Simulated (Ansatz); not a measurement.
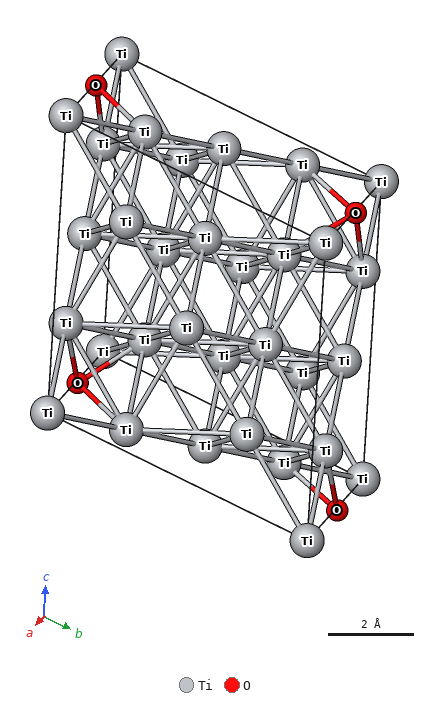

The structure as given in the input (ball-and-stick view of the cell of the calculation, seen slightly off an axis). An atom can appear more than once, as a periodic image.

**Run report: Ti$_{16}$O, geometry relaxation (part 1 of 2)**

Ti$_{16}$O (defect cell, 17 atoms in the cell), computed with DFT PBE, scalar-relativistic, plane waves, PAW, no spin polarisation (Ansatz 0.2.0).

The structure derives from an entry of the Crystallography Open Database. It belongs to a series of runs on one base structure; here: O interstitial, charge +0, atoms relaxed.

### The program's output
```
Engine: ansatz 0.2.0, x86_64-unknown-linux-gnu
Pseudopotentials: kind: paw
Pseudopotential: Ti, paw, valence charge 12, recommended cutoff 420 eV (normal), Ti.paw.azcp
Pseudopotential: O, paw, valence charge 6, recommended cutoff 420 eV (normal), O.paw.azcp
Functional definition: PBE
  parameter kappa = 0.804
  parameter beta = 0.06672455060314922
  exchange = pbe_x(kappa = kappa, mu = beta*pi^2/3)
  correlation = pbe_c(beta = beta)
Crystal: 17 atoms, lattice volume = 278.119 Å³
Basis set: ecut = 420 eV, 5425 PW (Γ), exchange–correlation on 96×96×96 points (8 copies of the dense FFT grid, shifted against one another)
Bands: 119, of which v1, the nominal top of the filled ones, is band 99 counted from 1 (98 counted from 0)
Symmetry: 1 space group operations
Space group: P1 (ITA 1), of the structure as read, at distance tolerance 6.5e-5 Å
k-points: 32 of 64 (time reversal used)
Non-local potential: Ti, projectors of the file, l = 0: 3, l = 1: 2, l = 2: 3, l = 3: 1
Non-local potential: O, projectors of the file, l = 0: 2, l = 1: 2, l = 2: 1
PAW form: soft (Blöchl's): semilocal exchange-correlation on the pseudo side does not see the compensation charge
PAW one-centre angular grid: Ti, 590 points (default); XC on 64 Gauss nodes
PAW one-centre angular grid: O, 110 points (default); XC on 64 Gauss nodes
Initial density: superposition of atomic densities (neutral atoms: chi_scale 0, normalization atom), corrected by the library's trained network
Initial wavefunctions: pseudopotential atomic-orbital guess
Functional: x = pbe(κ = 0.804, μ = 0.2195149727645171), c = pbe(β = 0.06672455060314922)
SCF iter   1: F=—  HF=-40564.128270 eV  |F-HF|=—  |Δ(HF+E_count)|=         —  Δρ=8.80e-3  dr2=4.11e-1  ethr=1.77e-3  ⟨swp⟩=7.0  Hψ=15139  notcnv=0
preconditioner: auto → Kerker (q_TF=auto, 2.578 Å⁻¹)  [metal: Δε(μ)=0.078 eV  Ē_g=2.820 eV  σ=0.100 eV  W_gap=0.40  n_scr=78 (ndim 8)  ℏωp=18.4 eV  f_vac=0.000  D(μ)=17.34/eV (n_scr^D=176)]
SCF iter   2: F=—  HF=-40564.104897 eV  |F-HF|=—  |Δ(HF+E_count)|=   2.34e-2  Δρ=3.15e-3  dr2=5.00e-2  ethr=2.07e-4  ⟨swp⟩=1.2  Hψ=4531  notcnv=0  defer=6
SCF iter   3: F=—  HF=-40564.103704 eV  |F-HF|=—  |Δ(HF+E_count)|=   1.19e-3  Δρ=7.17e-4  dr2=9.86e-4  ethr=2.52e-5  ⟨swp⟩=2.0  Hψ=4345  notcnv=0  defer=6
SCF iter   4: F=—  HF=-40564.103703 eV  |F-HF|=—  |Δ(HF+E_count)|=   7.26e-7  Δρ=2.47e-4  dr2=1.48e-4  ethr=4.98e-7  ⟨swp⟩=2.0  Hψ=4724  notcnv=0  defer=6
SCF iter   5: F=—  HF=-40564.103675 eV  |F-HF|=—  |Δ(HF+E_count)|=   2.74e-5  Δρ=6.85e-5  dr2=1.12e-5  ethr=7.50e-8  ⟨swp⟩=2.0  Hψ=4650  notcnv=0  defer=6
SCF iter   6: F=-40564.103674 eV  HF=-40564.103675 eV  |F-HF|=1.04e-6  |Δ(HF+E_count)|=   8.04e-7  Δρ=2.48e-5  dr2=1.74e-6  ethr=5.05e-9  ⟨swp⟩=10.0  Hψ=14100  notcnv=0
SCF 1 converged in 6 iterations: F = -40564.103674 eV  dr2 = 1.74e-6
  greatest PAW one-centre occupation: 0.999 electrons in one spin orbital (limit 2), on the Ti atom at site 12 (counted from 0), in its partial waves of l = 0
relax step   1: F+E_penalty+E_count = -40564.10367353 eV  Δ(F+E_penalty+E_count) = +0.000e0 eV  max|allowed force component| = 1.938e0 eV/Å  Δτ_max = 0.0000 Å  (6 SCF iters, dr2 threshold 1.00e-5 eV, accepted)
Initial density: handed on by an earlier stage of this run
Initial wavefunctions: those handed on with the density
iter 1 solved again at ethr=1.58e-4 eV; its pass at ethr=3.10e-3 eV (dr2=3.12e-1 eV) is discarded
SCF iter   1: F=—  HF=-40564.279290 eV  |F-HF|=—  |Δ(HF+E_count)|=         —  Δρ=6.57e-3  dr2=3.05e-1  ethr=1.58e-4  ⟨swp⟩=1.0  Hψ=11116  notcnv=0  defer=241
preconditioner: auto → Kerker (q_TF=auto, 2.578 Å⁻¹)  [metal: Δε(μ)=0.077 eV  Ē_g=2.790 eV  σ=0.100 eV  W_gap=0.41  n_scr=78 (ndim 8)  ℏωp=18.4 eV  f_vac=0.000  D(μ)=17.02/eV (n_scr^D=176)]
SCF iter   2: F=—  HF=-40564.254761 eV  |F-HF|=—  |Δ(HF+E_count)|=   2.45e-2  Δρ=3.03e-3  dr2=6.87e-2  ethr=1.54e-4  ⟨swp⟩=2.0  Hψ=3623  notcnv=0  defer=241
SCF iter   3: F=—  HF=-40564.245457 eV  |F-HF|=—  |Δ(HF+E_count)|=   9.30e-3  Δρ=7.44e-4  dr2=3.10e-3  ethr=3.47e-5  ⟨swp⟩=2.0  Hψ=4661  notcnv=0  defer=241
SCF iter   4: F=—  HF=-40564.244812 eV  |F-HF|=—  |Δ(HF+E_count)|=   6.44e-4  Δρ=4.14e-4  dr2=4.12e-4  ethr=1.56e-6  ⟨swp⟩=2.0  Hψ=4896  notcnv=0  defer=241
iter 5 did not close the SCF: its close was put off for the readings that it lacked (scf_convergence_deferred on its scf_iter line)
SCF iter   5: F=-40564.244697 eV  HF=-40564.244722 eV  |F-HF|=2.50e-5  |Δ(HF+E_count)|=   9.06e-5  Δρ=9.04e-5  dr2=3.83e-5  ethr=2.08e-7  ⟨swp⟩=2.1  Hψ=5255  notcnv=0  defer=239
SCF iter   6: F=-40564.244715 eV  HF=-40564.244716 eV  |F-HF|=9.67e-7  |Δ(HF+E_count)|=   5.68e-6  Δρ=2.38e-5  dr2=1.91e-6  ethr=1.94e-8  ⟨swp⟩=9.3  Hψ=13490  notcnv=0
SCF 2 converged in 6 iterations: F = -40564.244715 eV  dr2 = 1.91e-6
  greatest PAW one-centre occupation: 0.999 electrons in one spin orbital (limit 2), on the Ti atom at site 3 (counted from 0), in its partial waves of l = 0
relax step   2: F+E_penalty+E_count = -40564.24471521 eV  Δ(F+E_penalty+E_count) = -1.410e-1 eV  max|allowed force component| = 9.110e-1 eV/Å  Δτ_max = 0.0741 Å  (6 SCF iters, dr2 threshold 1.00e-4 eV, accepted)
SCF iter   1: F=—  HF=-40564.351300 eV  |F-HF|=—  |Δ(HF+E_count)|=         —  Δρ=5.76e-3  dr2=3.22e-1  ethr=5.41e-4  ⟨swp⟩=3.6  Hψ=6672  notcnv=0  defer=239
preconditioner: auto → Kerker (q_TF=auto, 2.578 Å⁻¹)  [metal: Δε(μ)=0.086 eV  Ē_g=2.787 eV  σ=0.100 eV  W_gap=0.45  n_scr=78 (ndim 8)  ℏωp=18.4 eV  f_vac=0.000  D(μ)=16.67/eV (n_scr^D=176)]
SCF iter   2: F=—  HF=-40564.332579 eV  |F-HF|=—  |Δ(HF+E_count)|=   1.87e-2  Δρ=2.09e-3  dr2=5.15e-2  ethr=1.63e-4  ⟨swp⟩=1.0  Hψ=4384  notcnv=0  defer=239
SCF iter   3: F=—  HF=-40564.328120 eV  |F-HF|=—  |Δ(HF+E_count)|=   4.46e-3  Δρ=6.11e-4  dr2=1.81e-3  ethr=2.60e-5  ⟨swp⟩=2.0  Hψ=4187  notcnv=0  defer=239
SCF iter   4: F=—  HF=-40564.327808 eV  |F-HF|=—  |Δ(HF+E_count)|=   3.11e-4  Δρ=2.88e-4  dr2=2.78e-4  ethr=9.12e-7  ⟨swp⟩=2.0  Hψ=4700  notcnv=0  defer=239
iter 5 did not close the SCF: its close was put off for the readings that it lacked (scf_convergence_deferred on its scf_iter line)
SCF iter   5: F=-40564.327750 eV  HF=-40564.327767 eV  |F-HF|=1.70e-5  |Δ(HF+E_count)|=   4.14e-5  Δρ=6.74e-5  dr2=2.23e-5  ethr=1.40e-7  ⟨swp⟩=2.0  Hψ=4580  notcnv=0  defer=239
SCF iter   6: F=-40564.327763 eV  HF=-40564.327765 eV  |F-HF|=1.35e-6  |Δ(HF+E_count)|=   2.47e-6  Δρ=2.54e-5  dr2=2.15e-6  ethr=1.13e-8  ⟨swp⟩=9.0  Hψ=12503  notcnv=0
SCF 3 converged in 6 iterations: F = -40564.327763 eV  dr2 = 2.15e-6
  greatest PAW one-centre occupation: 0.999 electrons in one spin orbital (limit 2), on the Ti atom at site 9 (counted from 0), in its partial waves of l = 0
relax step   3: F+E_penalty+E_count = -40564.32776319 eV  Δ(F+E_penalty+E_count) = -8.305e-2 eV  max|allowed force component| = 4.387e-1 eV/Å  Δτ_max = 0.0475 Å  (6 SCF iters, dr2 threshold 5.19e-5 eV, accepted)
SCF iter   1: F=—  HF=-40564.426055 eV  |F-HF|=—  |Δ(HF+E_count)|=         —  Δρ=9.26e-3  dr2=8.84e-1  ethr=1.74e-3  ⟨swp⟩=2.4  Hψ=6200  notcnv=0  defer=238
preconditioner: auto → Resta (q_TF=auto, 2.578 Å⁻¹)  ε∞=44.2  [insulator: Δε(μ)=0.102 eV  Ē_g=2.795 eV  σ=0.100 eV  W_gap=0.53  n_scr=78 (ndim 8)  ℏωp=18.4 eV  f_vac=0.000  D(μ)=16.82/eV (n_scr^D=176)  ε∞_Penn≈44.2]
SCF iter   2: F=—  HF=-40564.369391 eV  |F-HF|=—  |Δ(HF+E_count)|=   5.67e-2  Δρ=3.41e-3  dr2=1.37e-1  ethr=4.47e-4  ⟨swp⟩=1.0  Hψ=4384  notcnv=0  defer=240
SCF iter   3: F=—  HF=-40564.354701 eV  |F-HF|=—  |Δ(HF+E_count)|=   1.47e-2  Δρ=8.63e-4  dr2=3.72e-3  ethr=6.93e-5  ⟨swp⟩=2.0  Hψ=4659  notcnv=0  defer=240
SCF iter   4: F=—  HF=-40564.353703 eV  |F-HF|=—  |Δ(HF+E_count)|=   9.98e-4  Δρ=1.99e-4  dr2=3.33e-4  ethr=1.88e-6  ⟨swp⟩=2.0  Hψ=4773  notcnv=0  defer=240
iter 5 did not close the SCF: its close was put off for the readings that it lacked (scf_convergence_deferred on its scf_iter line)
SCF iter   5: F=-40564.353666 eV  HF=-40564.353671 eV  |F-HF|=5.23e-6  |Δ(HF+E_count)|=   3.15e-5  Δρ=5.35e-5  dr2=9.56e-6  ethr=1.68e-7  ⟨swp⟩=2.0  Hψ=4759  notcnv=0  defer=240
SCF iter   6: F=-40564.353670 eV  HF=-40564.353671 eV  |F-HF|=8.18e-7  |Δ(HF+E_count)|=   7.30e-7  Δρ=1.83e-5  dr2=1.22e-6  ethr=4.83e-9  ⟨swp⟩=9.2  Hψ=13472  notcnv=0
SCF 4 converged in 6 iterations: F = -40564.353670 eV  dr2 = 1.22e-6
  greatest PAW one-centre occupation: 0.999 electrons in one spin orbital (limit 2), on the Ti atom at site 7 (counted from 0), in its partial waves of l = 0
relax step   4: F+E_penalty+E_count = -40564.35366973 eV  Δ(F+E_penalty+E_count) = -2.591e-2 eV  max|allowed force component| = 1.327e-2 eV/Å  Δτ_max = 0.0627 Å  (6 SCF iters, dr2 threshold 4.25e-5 eV, accepted)
iter 1 solved again at ethr=6.22e-10 eV; its pass at ethr=3.10e-3 eV (dr2=1.23e-6 eV) is discarded
SCF iter   1: F=—  HF=-40564.353604 eV  |F-HF|=—  |Δ(HF+E_count)|=         —  Δρ=1.83e-5  dr2=1.24e-6  ethr=6.22e-10  ⟨swp⟩=1.0  Hψ=9024  notcnv=0
preconditioner: auto → Resta (q_TF=auto, 2.578 Å⁻¹)  ε∞=44.2  [insulator: Δε(μ)=0.112 eV  Ē_g=2.793 eV  σ=0.100 eV  W_gap=0.57  n_scr=78 (ndim 8)  ℏωp=18.4 eV  f_vac=0.000  D(μ)=16.57/eV (n_scr^D=176)  ε∞_Penn≈44.2]
SCF iter   2: F=—  HF=-40564.353670 eV  |F-HF|=—  |Δ(HF+E_count)|=   6.60e-5  Δρ=9.07e-6  dr2=2.94e-7  ethr=6.22e-10  ⟨swp⟩=2.0  Hψ=3819  notcnv=0
iter 3 did not close the SCF: its close was put off for the readings that it lacked (scf_convergence_deferred on its scf_iter line)
SCF iter   3: F=-40564.353670 eV  HF=-40564.353670 eV  |F-HF|=1.18e-8  |Δ(HF+E_count)|=   2.26e-8  Δρ=3.45e-6  dr2=3.44e-8  ethr=1.49e-10  ⟨swp⟩=2.0  Hψ=4386  notcnv=0
iter 4 did not close the SCF: its close was put off for the readings that it lacked (scf_convergence_deferred on its scf_iter line)
SCF iter   4: F=-40564.353670 eV  HF=-40564.353670 eV  |F-HF|=1.50e-9  |Δ(HF+E_count)|=   3.82e-9  Δρ=9.74e-7  dr2=2.70e-9  ethr=1.74e-11  ⟨swp⟩=2.0  Hψ=4589  notcnv=0
iter 5 did not close the SCF: its close was put off for the readings that it lacked (scf_convergence_deferred on its scf_iter line)
SCF iter   5: F=-40564.353670 eV  HF=-40564.353670 eV  |F-HF|=1.46e-10  |Δ(HF+E_count)|=  4.80e-10  Δρ=1.93e-7  dr2=1.91e-10  ethr=1.37e-12  ⟨swp⟩=2.0  Hψ=4594  notcnv=0
SCF iter   6: F=-40564.353670 eV  HF=-40564.353670 eV  |F-HF|=0.00e0  |Δ(HF+E_count)|=  2.91e-11  Δρ=3.09e-8  dr2=4.06e-12  ethr=1.00e-12  ⟨swp⟩=1.0  Hψ=7504  notcnv=0
SCF 5 converged in 6 iterations: F = -40564.353670 eV  dr2 = 4.06e-12
relax step   5: F+E_penalty+E_count = -40564.35367040 eV  Δ(F+E_penalty+E_count) = -6.686e-7 eV  max|allowed force component| = 1.344e-2 eV/Å  Δτ_max = 0.0000 Å  (6 SCF iters, accepted)
```

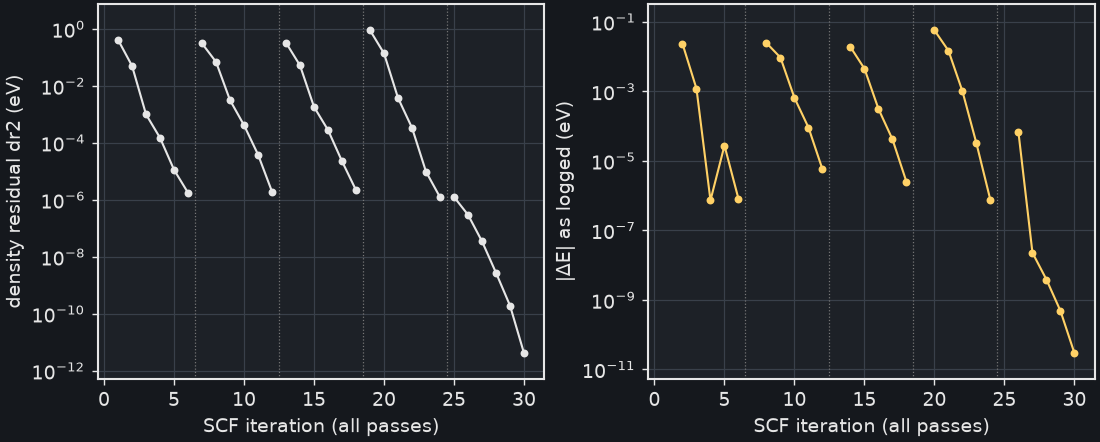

Convergence of the self-consistent field: density residual dr2 and size of the energy change against the SCF iteration. The dotted lines part the SCF passes of the relaxation: geometry steps, rejected trials and re-solves on a re-selected basis. The 5 passes take 6 iterations each, 30 in all.

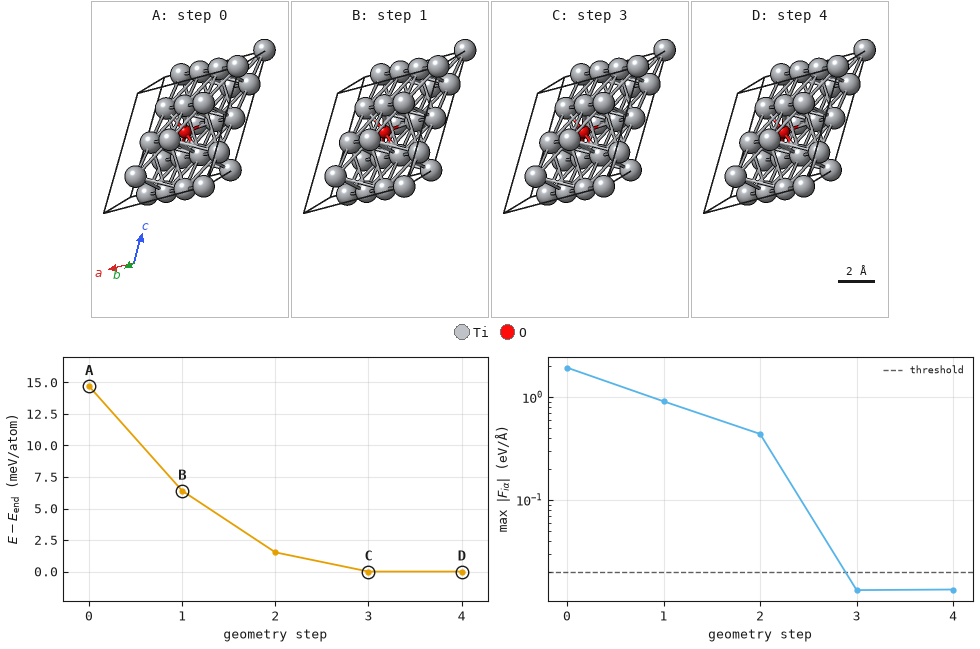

Frames of the relaxation (ball-and-stick view of the cell of the calculation (origin shifted), seen at an oblique angle) above the curves, on which the letters mark them (the first geometry is step 0 here and step 1 in the log).

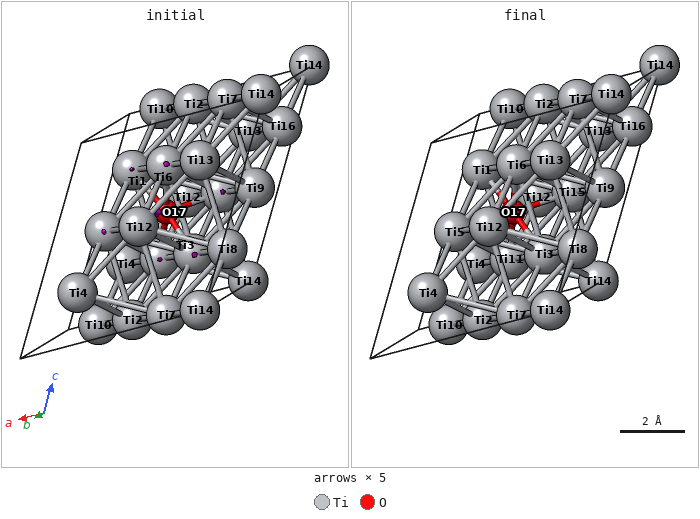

Before (left) and after (right) the relaxation, at one scale (ball-and-stick view of the cell of the calculation (origin shifted), seen at an oblique angle). The pink arrows give the displacements, magnified 5 times. The atom that moves furthest is O17 (0.16 Å). Largest moves by element: O 0.16 Å, Ti 0.04 Å. The cell doesn't change. Among the contacts that change: Ti3–O17 1.927 → 2.087 Å, Ti6–O17 1.970 → 2.087 Å, Ti1–O17 2.190 → 2.087 Å, Ti15–O17 2.006 → 2.087 Å. Among the angles that change: Ti5–O17–Ti15 171.1° → 179.9°, Ti6–O17–Ti11 172.0° → 179.9°, Ti3–O17–Ti6 96.5° → 90.1°. The energy falls by 14.7 meV per atom in 4 geometry steps. The largest force component goes from 1.9 to 0.013 eV/Å. (Atoms are counted from 1 in the order of the input.)

```
SCF converged after 6 iterations
Free energy (F): -40564.353670 eV
Harris-Foulkes:  -40564.353670 eV  (|F-HF|=0.00e0)
Internal energy: -40564.270819 eV  (E = F + TS)
E sigma→0 (E₀):  -40564.312245 eV
Entropy (-TS):   -0.082851 eV (-4.874 meV/atom)
Fermi energy:    13.553024 eV
--- Per-component energies (eV) ---
  E_band       = -2455.555358
  E_kinetic    = 4541.672697
  E_local      = -13255.876126  (includes V_loc(G=0)·N_el)
  E_nonlocal   = 176.578945
  E_hartree    = 5450.643877
  E_xc         = -1635.837423
  E_vxc        = -2048.840883  (∫ρ·V_xc dr)
  E_paw        = -16919.983582  (= ΣΔE_a)
  E_vpaw       = -2770.381839  (= ΣTr[D̂ρ^β])
  E_aug_tail   = 0.004062  (compensation charges beyond the density's cutoff)
  E_ewald      = -18921.473268
  E_smearing   = -0.082851  (= −TS)
  E_closure    = -0.000000  (closes the sum)
  Σ components = -40564.353670   (vs F -40564.353670, Δ=0.00e0)
--- Forces (eV/Å), atoms counted from 1 ---
  atom   1  Ti     0.00155560     0.00223195    -0.01344024
  atom   2  Ti    -0.00227511    -0.00350173    -0.00470755
  atom   3  Ti     0.00377526     0.00602487     0.00453881
  atom   4  Ti    -0.00029406     0.00109782     0.00058107
  atom   5  Ti    -0.00809459     0.00376215     0.00489216
  atom   6  Ti     0.00357038     0.00305288     0.00793954
  atom   7  Ti     0.00023765    -0.00006614     0.00113840
  atom   8  Ti     0.00049233     0.00083658    -0.00016358
  atom   9  Ti    -0.00217030    -0.00406015    -0.00566256
  atom  10  Ti     0.00057669     0.00065445     0.00008288
  atom  11  Ti     0.00206690    -0.01092213     0.00384419
  atom  12  Ti    -0.00217918    -0.00499079    -0.00614138
  atom  13  Ti     0.00063289    -0.00039222     0.00073791
  atom  14  Ti    -0.00326606    -0.00319454    -0.00555484
  atom  15  Ti     0.00257089     0.00534744     0.00741853
  atom  16  Ti    -0.00019612     0.00033775     0.00145884
  atom  17  O      0.00299632     0.00378096     0.00303655
  max |Σ_I F_I| component: 1.27e-6 eV/Å
--- Band table (eV; the first three rows and the last of 32) ---
```
